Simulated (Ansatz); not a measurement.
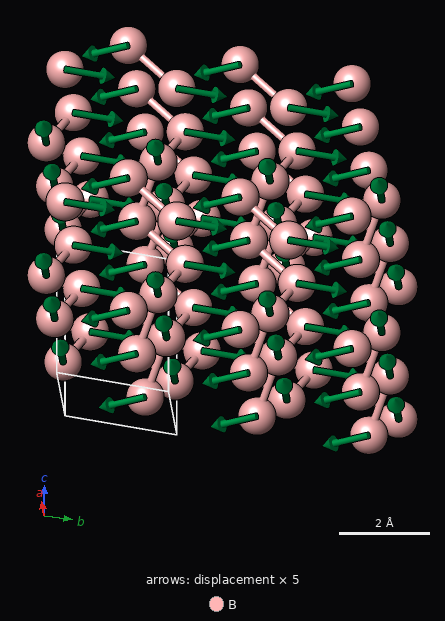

A relaxation of a crystal of B (built on the trigonal selenium_152 type) (coarse preliminary run). The starting structure is drawn; green arrows show the displacements (the part carried along by the change of the cell is left out), 5 times their true length.

Style: ball-and-stick. Shown: the cell of the calculation, repeated 3 × 3 × 2 with one cell outlined, from a free direction.

Case: trigonal selenium type (P3_121, No. 152).

Level of theory: DFT PBEsol, scalar-relativistic, plane waves, PAW (Ansatz).

The input:
```yaml
crystal:
  lattice:
    - [2.791248457, 0.0, 0.0]
    - [-1.3956242285, 2.417292072, 0.0]
    - [0.0, 0.0, 3.1667648111]
  atoms:
    - { symbol: B, position: [0.2254, 0.0, 0.3333333333] }
    - { symbol: B, position: [0.0, 0.2254, 0.6666666667] }
    - { symbol: B, position: [0.7746, 0.7746, 0.0] }
basis:
  ecutwfc: 420
kpoints:
  mp_grid: { grid: [9, 9, 6] }
hamiltonian:
  xc: pbesol
scf:
  occupations: { method: gaussian, width: 0.1 }
  lower_state_search: "off"
output:
  forces: true
  stress: true
  eigenvalues: true
relax:
  adjacent_minimum: "off"
  f_tol: 0.04
  max_steps: 70
  cell: { stress_tol: 0.4 }
```

What happened in the run?

The energy falls by 611 meV per atom in 10 accepted moves (13 points after the start). The largest force component goes from 4.8 to 0.011 eV/Å. Pressure: 33.53 GPa at the start and −0.15 GPa at the end. The line search rejected the trial step at point 7 of the run. The SCF was repeated twice at an unchanged geometry on a basis and grid sized afresh for the cell, which shifted the energy by 9.2 meV per atom at most. The largest moves relative to the cell, 0.26 Å, are those of B1, B2 and B3. B1 goes along +a. The drawn cell changes as follows: a = b 2.791 → 2.358 Å (−15.5 %), c 3.167 → 3.917 Å (+23.7 %); the volume changes by −11.8 %. Some distances before and after: B1–B2 1.517 → 1.890 Å, B1–B2 (another image) 2.196 → 1.884 Å. The space group (tolerance 0.01 Å) goes from P3_121 (No. 152) to R-3m (No. 166). The run took of the order of 13 core-seconds on a shared host.
